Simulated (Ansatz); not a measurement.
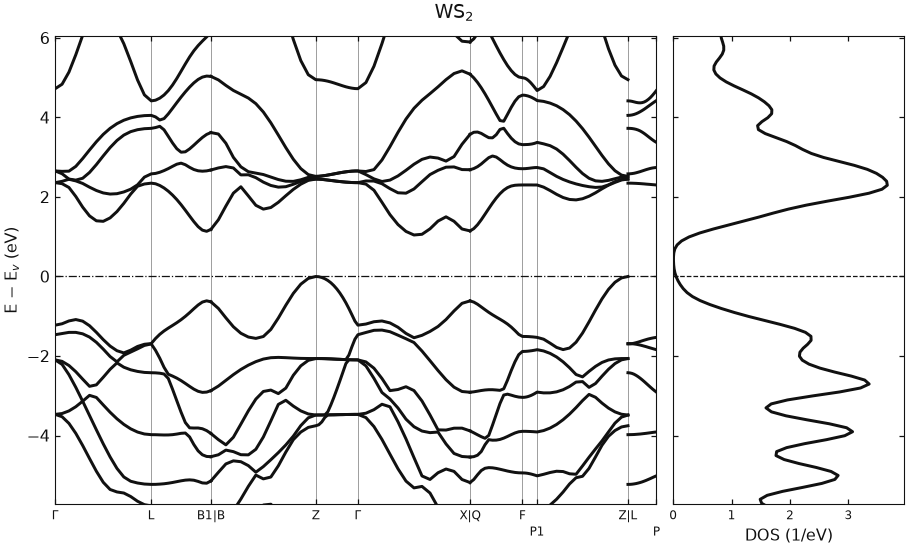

Band structure and density of states. Energies are counted from the top of the valence band. The DOS curve is built from the levels of the k mesh with Gaussians 0.55 eV wide, which also blur the band edges; ripples of that width can come from the mesh.

Question: What lattice type does the k path imply?

Answer: A rhombohedral lattice: the path Γ–L–B1|B–Z–Γ–X|Q–F–P1–Z|L–P runs through the special points of its Brillouin zone.

System: WS₂, space group R3m, 3 atoms in the primitive cell.

```cif
data_structure
_symmetry_space_group_name_H-M 'R3m:H'
_symmetry_Int_Tables_number 160
_cell_length_a 3.1580
_cell_length_b 3.1580
_cell_length_c 18.4900
_cell_angle_alpha 90.000
_cell_angle_beta 90.000
_cell_angle_gamma 120.000
_cell_volume 159.70
loop_
_atom_site_label
_atom_site_type_symbol
_atom_site_symmetry_multiplicity
_atom_site_Wyckoff_symbol
_atom_site_fract_x
_atom_site_fract_y
_atom_site_fract_z
_atom_site_occupancy
W1 W 3 a 0.00000 0.00000 0.00000 1
S1 S 3 a 0.33333 0.66667 0.08567 1
S2 S 3 a 0.00000 0.00000 0.24970 1
```

Ansatz 0.2.0; PBEsol, W d U = 3 eV, Ansatz PAW, no spin polarisation, no spin-orbit coupling, 10×10×10 k mesh, 420 eV cutoff, Fermi-Dirac smearing of 0.05 eV.

Question: Metal, semiconductor or insulator, and what is the gap?

Answer: The material is gapped. The gap along this path is 1.04 eV and indirect, from the valence-band top at Z to the conduction-band bottom between Γ and X; the smallest direct gap is 1.75 eV, between L and B1.

Question: How much do the top valence band and the lowest conduction band disperse along the path?

Answer: The top valence band spans 1.9 eV and the lowest conduction band 1.4 eV.

Spin-orbit coupling is left out, which matters for W. The PAW data sets were made with another functional. In reduced coordinates of the cell that was run, L is (0.5, 0, 0), B1 is (0.5, 0.181, −0.181), B is (0.819, 0.5, 0.181), Z is (0.5, 0.5, 0.5), X is (0.341, 0, −0.341), Q is (0.659, 0.341, 0), F is (0.5, 0.5, 0), P1 is (0.659, 0.659, 0.181) and P is (0.819, 0.341, 0.341).
